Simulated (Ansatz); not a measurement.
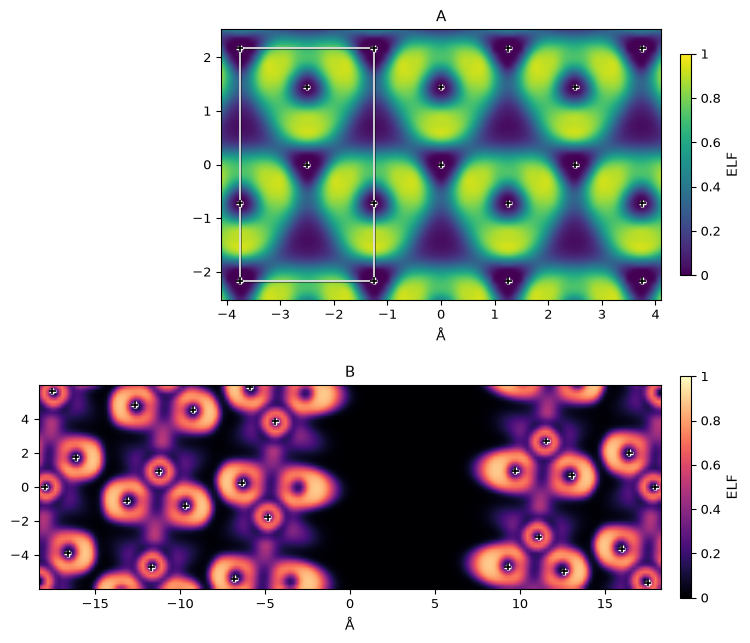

The electron localisation function of 2 systems, each on a plane through atoms (crosses mark nuclei in the plane).

The calculation used DFT PBEsol, scalar-relativistic, plane waves, PAW (Ansatz 0.2.0).

System 1: BN, the (001) plane of the conventional cell. Space group Pmn2₁; not relaxed (largest force 1.6 eV/Å); PAW files of the earlier set (soft_1).

```
CELL_PARAMETERS angstrom
2.50378 0.00000 0.00000
0.00000 4.33667 0.00000
0.00000 0.00000 7.03410
ATOMIC_POSITIONS crystal
B 0.00000 0.08333 0.23584
B 0.50000 0.58333 0.25921
B 0.50000 0.91667 0.73584
B 0.00000 0.41667 0.75921
N 0.00000 0.08333 0.75473
N 0.50000 0.58333 0.74909
N 0.50000 0.91667 0.25473
N 0.00000 0.41667 0.24909
```

System 2: WSe$_{2}$, the (111) plane of the conventional cell. Space group P1; a structure from a database of computed crystals, not necessarily the ambient phase; not relaxed (largest force 0.9 eV/Å); PAW files of the earlier set (soft_1).

```
W Se
1.0
    -1.63541   -2.83261    0.00000
     3.27082    0.00000    0.00000
     0.00000    0.00000   35.77870
W Se
4 8
Cartesian
  0.2506 -1.8884 32.4724
  -0.5986 -1.8884 9.9150
  2.2340 -0.9442 25.8641
  1.3848 -0.9442 3.3063
  1.8820 -0.9442 34.1994
  1.0354 -0.9442 11.5869
  0.5968 -1.8884 27.5385
  -0.2544 -1.8884 4.9808
  1.8898 -0.9442 30.7450
  1.0386 -0.9442 8.2402
  0.6000 -1.8884 24.1918
  -0.2466 -1.8884 1.6322
```

**Match each panel to its system.**

Panel A is system 1, BN: the plane holds B and N. B–N (1.45 Å): the ELF peaks at about 0.95 between the atoms: a polar covalent bond. Panel B is system 2, WSe$_{2}$: the plane holds W and Se. W–Se (2.52 Å): the ELF is about 0.50 at the midpoint.
